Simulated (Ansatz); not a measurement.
System: Si$_{8}$NO$_{14}$ (cell charge +2, with a compensating background) (cell with a defect).

Input file:

```
crystal:
  lattice:
    - [-4.1773, -4.1773, 0.0]
    - [4.1773, -4.1773, 0.0]
    - [0.0, 0.0, 5.331]
  atoms:
    - { symbol: Si, position: [0.5, 0.5, 0.0] }
    - { symbol: Si, position: [0.0, 0.5, 0.25] }
    - { symbol: O, position: [0.19385, 0.5, 0.0] }
    - { symbol: O, position: [0.0, 0.19385, 0.25] }
    - { symbol: O, position: [0.80615, 0.5, 0.0] }
    - { symbol: O, position: [0.0, 0.80615, 0.25] }
    - { symbol: Si, position: [0.5, 0.5, 0.5] }
    - { symbol: Si, position: [0.0, 0.5, 0.75] }
    - { symbol: O, position: [0.19385, 0.5, 0.5] }
    - { symbol: O, position: [0.0, 0.19385, 0.75] }
    - { symbol: O, position: [0.80615, 0.5, 0.5] }
    - { symbol: O, position: [0.0, 0.80615, 0.75] }
    - { symbol: Si, position: [0.0, 0.0, 0.0] }
    - { symbol: Si, position: [0.5, 0.0, 0.25] }
    - { symbol: O, position: [0.69385, 0.0, 0.0] }
    - { symbol: O, position: [0.5, 0.69385, 0.25] }
    - { symbol: O, position: [0.30615, 0.0, 0.0] }
    - { symbol: O, position: [0.5, 0.30615, 0.25] }
    - { symbol: Si, position: [0.0, 0.0, 0.5] }
    - { symbol: Si, position: [0.5, 0.0, 0.75] }
    - { symbol: O, position: [0.69385, 0.0, 0.5] }
    - { symbol: "N", position: [0.5, 0.30615, 0.75], spin: 1.0 }
    - { symbol: O, position: [0.30615, 0.0, 0.5] }
magnetization:
  spin_polarized: true
total_charge: 2
basis:
  ecutwfc: 420.0
kpoints:
  mp_grid: { grid: [2, 2, 2] }
hamiltonian:
  xc: pbe
  pseudopotentials: { kind: paw, azcp: { folder: soft_1 } }
scf:
  occupations: { method: fermi_dirac, width: 0.05 }
  lower_state_search: "off"
relax:
  f_tol: 0.03
  max_steps: 60
  adjacent_minimum: "off"
output:
  write_density: true
  write_potential: true
  elf: true
  volumetric_format: npy
```

Command:

```sh
ansatz run input.yaml --threads 2 --pin off --max-ram 5120MiB --backend cpu --events-out ev --progress --plain --runs-dir out
```

The fields are those of the run's last geometry, not of the input's.

PAW files of the earlier set (soft_1); spin-polarised.

The calculation used DFT PBE, scalar-relativistic, plane waves, PAW in Ansatz 0.2.0.

> What will maps of the valence pseudo-density, electron localisation function and spin density show?

Si–O (1.67 Å): ρ at the midpoint is about 1.1 e/Å³; the ELF peaks at about 0.85 between the atoms.
Si–N (1.69 Å): ρ at the midpoint is about 1.2 e/Å³; the ELF peaks at about 0.90 between the atoms.
Si–Si (2.42 Å): ρ is about 0.44 e/Å³ halfway; the ELF is about 0.20 at the midpoint; no shared electron pair shows on this line.
Si–O (1.75 Å): ρ at the midpoint is about 0.91 e/Å³; the ELF peaks at about 0.85 between the atoms.
The spin density sits on N: +0.4 μB in one cell of 23 atoms: with much of the spin spread outside that site. The cell of the calculation (23 atoms) carries 0.8 μB of net spin moment.

> Metal or insulator at this level of theory?

It is metallic or semimetallic at this level of theory: no gap opens.

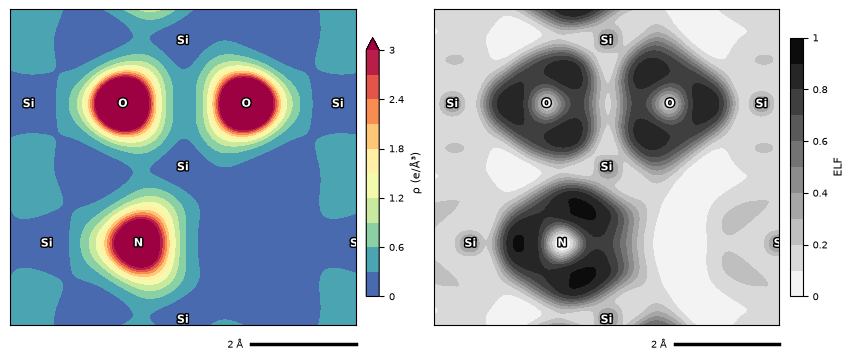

Computed valence pseudo-density and electron localisation function on the (100) plane of the calculation cell, in this order. 
